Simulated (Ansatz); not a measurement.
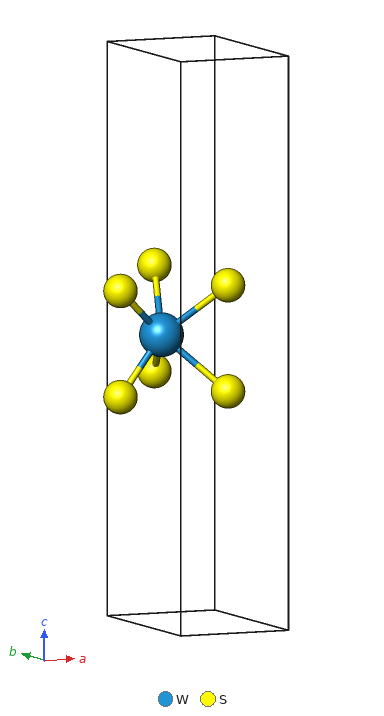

The figure gives a ball-and-stick picture of the atoms, viewed from the side at a slight tilt. The lines enclose the simulation cell; boundary atoms appear with their images. A few atoms beyond the faces are included.

WS$_{2}$, a = 3.15 Å, b = 3.15 Å, c = 16.95 Å, α = 90.00°, β = 90.00°, γ = 120.00°.

The calculation: DFT PBEsol, scalar-relativistic, plane waves, PAW in Ansatz 0.2.0, with a 420 eV plane-wave basis, 12×12×2 k-points, Gaussian smearing of 0.05 eV, no spin polarisation.

> What is the electronic character?

A semiconductor at this level, with a gap of 1.62 eV on the k-mesh (the true edges may lie between mesh points, so the gap can be somewhat smaller).

Provenance: a structure listed in the Materials Project. The cell was then strained or its atoms displaced on purpose. Ansatz was used for an electronic-structure calculation on it.

At this level of theory the cell isn't at rest (forces up to 4.5 eV/Å), so its distances can differ from those at equilibrium, the more so the softer the solid.
